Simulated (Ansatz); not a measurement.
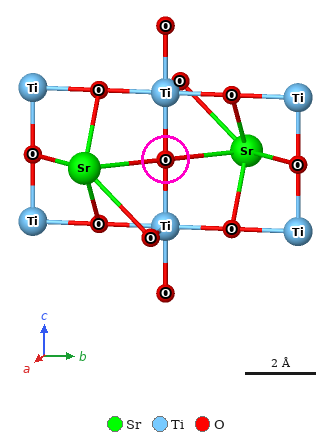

Perfect SrTiO₃. Style: ball-and-stick. Shown: the atoms within 4.6 Å of one point, in a slice 4.2 Å thick across the line of sight, slightly off an axis.

Computed with Ansatz 0.2.0, DFT, PBEsol, PAW, plane waves. (plane-wave cutoff 420 eV; k-point mesh 1 × 1 × 1; mesh shifted by (0.25, 0.25, 0.25); collinear spin) Fermi-Dirac smearing of 0.01 eV. A uniform background neutralises the charged cell. The axes drawn are those of the host's conventional cell.

An oxygen atom is taken out (a vacancy) at the ringed place, in charge state −1. The supercell has 40 sites, and the atoms are relaxed at the host's cell.

How do the neighbours respond?

Around the empty O site the host had 2 Ti at 1.95 Å; after relaxation the nearest atoms are 2 Ti at 2.01 Å. Of the host's atoms, an oxygen atom moves furthest from its site, by 0.30 Å. The cell's net moment is 1.00 μB.

The relaxed defect, seen from the same direction:

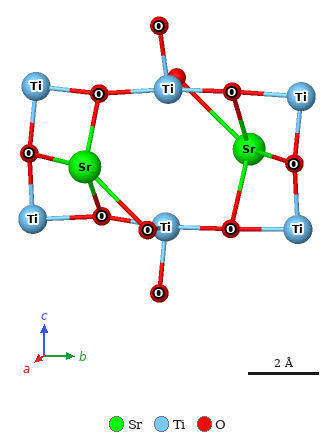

Limits of the set-up: the periodic images lie only 7.8 Å apart, so the values are limited by the cell's size; the cell is charged, on a uniform background, and energies carry no finite-size correction.
